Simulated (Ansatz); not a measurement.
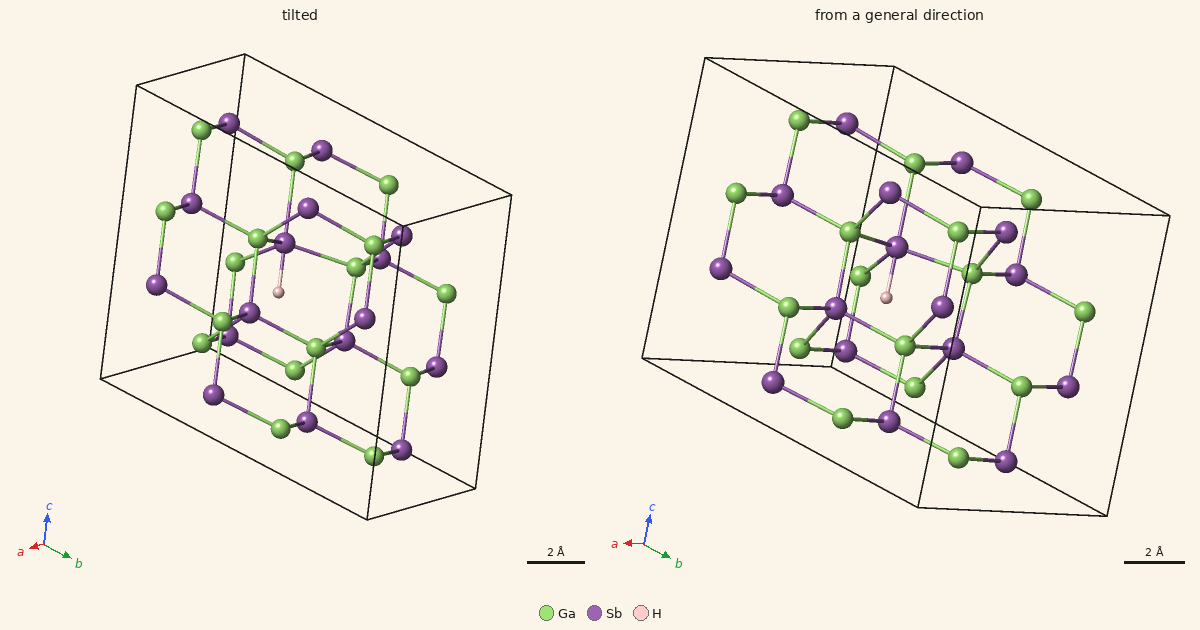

The image is a ball-and-stick drawing of a crystal, viewed slightly off an axis and from a general direction. The supercell is outlined; an atom on or near a face, edge or corner is repeated at each equivalent position. The host is GaSb, in a cell of 32 sites, and the cell is neutral.

Question: Which defect is modelled here, and what are its neighbours?

Answer: An interstitial hydrogen atom. It is bonded to one Sb at about 1.8 Å.

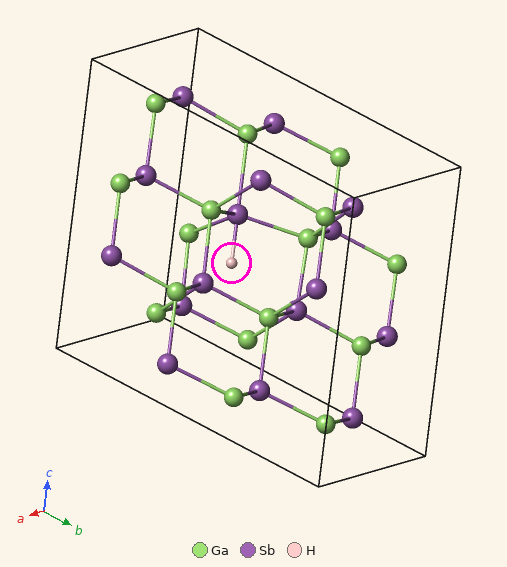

The same cell with a ring at the defect's site.

The atoms were relaxed in the host's cell with DFT PBE, scalar-relativistic, plane waves, PAW in Ansatz.
